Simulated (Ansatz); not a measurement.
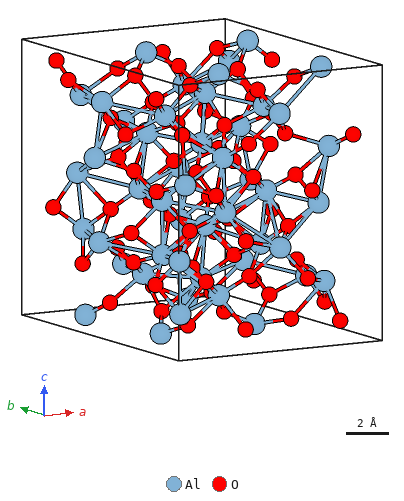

Starting frame of a dynamics run of an amorphous cell of composition Al48O72 (120 atoms in the cell). Style: ball-and-stick. Shown: the simulation cell, from a free direction. Bonds to atoms that aren't drawn are left out.

Method: DFT, PBEsol, PAW, plane waves in Ansatz.

Run with plane-wave cutoff 420 eV; k-point mesh 1 × 1 × 1; Fermi-Dirac smearing 0.01 eV; Langevin thermostat (NVT); set temperature 4500 K, then 4500 K at the end of 240 steps, then to 300 K over 460 steps; time step 2.5 fs. The run takes 1.75 ps.

> What does the trajectory do?

Under the programmed temperature the kinetic temperature goes from 4615 K (first eighth) to 1022 K (last eighth), with a peak of 4767 K. That is well off the final set point of 300 K. The potential energy in the second half lies on average 35.9 meV per atom below the first frame. In the second half of the run the atoms are, in the root-mean-square, this far from where they began (common drift taken out): O 1.94 Å, Al 1.69 Å. That is a large part of the typical shortest distance between atoms in the first frame, about 1.8 Å and still growing: the atoms leave their places as in a liquid.

Along the run:

| time (fs) | potential energy (meV/atom) | T (K) |
| --- | --- | --- |
| 0.0 | 0.0 | 4462 |
| 247.5 | 250.4 | 4767 |
| 497.5 | 325.3 | 4232 |
| 747.5 | 299.6 | 4035 |
| 997.5 | 217.5 | 3381 |
| 1247.5 | 37.9 | 2018 |
| 1497.5 | -129.5 | 1466 |
| 1747.5 | -269.5 | 578 |

The frame at 1.75 ps:

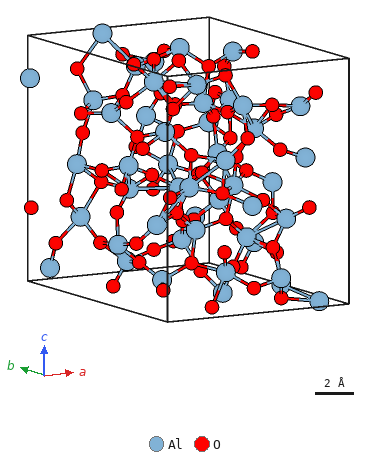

Limits of the set-up: the program's low-accuracy preset was used.
